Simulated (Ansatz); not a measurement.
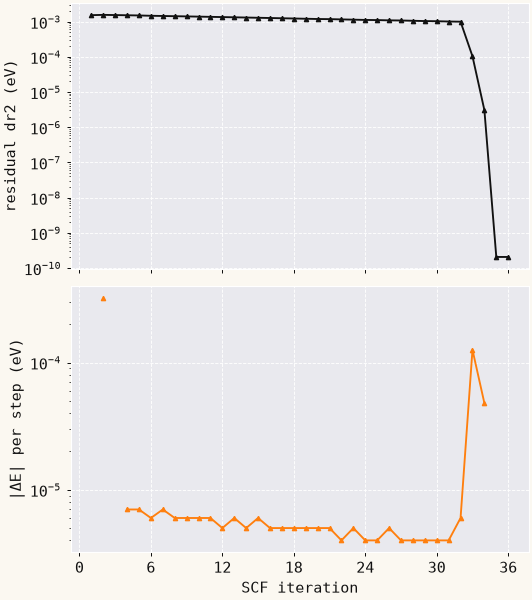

The plot shows the SCF iterations of a calculation: density residual dr2, step-to-step change of the Harris–Foulkes energy. Energy differences below 3 × 10⁻⁶ eV aren't drawn. The starting density is a sum of atomic densities corrected by a trained network.

W (1 atom in the cell), run with Ansatz.

```
crystal:
  lattice:
    - [2.8270069245, 0.0, 0.0]
    - [0.0, 2.8270069245, 0.0]
    - [1.4135034623, 1.4135034623, 1.9989957668]
  atoms:
    - { symbol: W, position: [0.0, 0.0, 0.0] }
basis:
  ecutwfc: 420
kpoints:
  mp_grid: { grid: [12, 12, 17] }
hamiltonian:
  xc: pbesol
scf:
  occupations: { method: gaussian, width: 0.1 }
  mixing: { algorithm: anderson, beta: 0.005, ndim: 1 }
  max_iter: 75
output:
  forces: true
  eigenvalues: true
  stress: true
```

Run as:
```bash
ansatz run input.yaml --threads 2 --pin off --max-ram 5120MiB --backend cpu --events-out ev --progress --plain --runs-dir out
```

Was self-consistency reached?

Answer. It converged, after 36 iterations. Up to iteration 32 density mixing fails to converge: the residual only creeps down, by about 2 % a step, and is still near 10⁻³. After iteration 32 the program gave up density mixing and went on by direct minimisation of the free energy, which closed the SCF.

Read the residual at the first and at the last step drawn.

Answer. It starts near 2 × 10⁻³ and ends near 2 × 10⁻¹⁰ eV.

Is anything amiss with this input?

Answer. The input holds an odd setting (mixing far too weak), but it does no harm here: the energy lies within 1 meV per atom of a run with usual settings.
